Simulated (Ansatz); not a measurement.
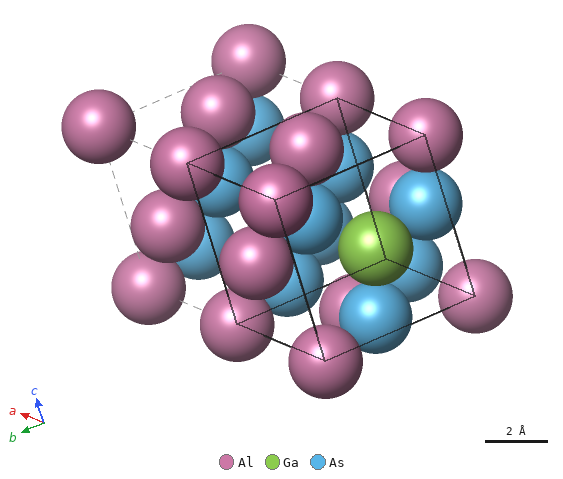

View from a general direction, drawn as a space-filling model. The solid frame is a single simulation cell within a 2×1×1 block.

The input file of the run:
```yaml
crystal:
  lattice:
    - [4.016218412, 0.0, 0.0]
    - [0.0, 4.0140646671, 5.6712097466]
    - [0.0, -4.0140646671, 5.6712097466]
  atoms:
    - { symbol: Al, position: [0.0, 0.0002139898, 0.0002139898] }
    - { symbol: Al, position: [0.5, 0.000686153, 0.4993492797] }
    - { symbol: Al, position: [0.5, 0.4993492797, 0.000686153] }
    - { symbol: Ga, position: [0.0, 0.4999047583, 0.4999047583] }
    - { symbol: As, position: [0.5, 0.1248600883, 0.1248600883] }
    - { symbol: As, position: [0.0, 0.1243613167, 0.6251682731] }
    - { symbol: As, position: [0.0, 0.6251682731, 0.1243613167] }
    - { symbol: As, position: [0.5, 0.6254561411, 0.6254561411] }
kpoints:
  mp_grid: { grid: [6, 4, 4] }
  band_path:
    path:
      - [0.0, 0.0, 0.0]
      - [0.0, 0.5, 0.5]
      - [0.0, 0.6247558878, 0.3752441122]
      - [0.0, 0.3752441122, -0.3752441122]
      - [0.5, 0.0, 0.0]
      - [0.5, 0.3752441122, -0.3752441122]
      - [0.5, 0.6247558878, 0.3752441122]
      - [0.5, 0.5, 0.5]
      - [0.0, 0.5, 0.0]
    npoints: 1
hamiltonian:
  xc: r2scan
scf:
  occupations: { method: fixed }
  n_extra_bands: 6
output:
  forces: true
  stress: true
  eigenvalues: true
```
Run as:
```sh
ansatz run input.yaml --threads 4 --pin off --max-ram 6451MiB --backend cpu --events-out ev --progress --plain --runs-dir out
```

Method used: DFT, r2SCAN, plane waves, PAW (Ansatz). It ran with 500 eV cutoff, a 6×4×4 k-point grid, no spin polarisation.

Question: Classify it as metallic or gapped, with the value.

Answer: A semiconductor at this level, with a gap of 1.57 eV, direct.

Question: How far is the cell from zero pressure?

Answer: The computed pressure is 0.0 GPa, close to zero.

Provenance: a structure type filled with these elements by a generator (whether the compound takes this form wasn't checked). Earlier steps of the study, as a rule a relaxation of our own, may have changed the cell and positions, so they can lie some per cent off the listed ones. It went into a calculation with Ansatz.
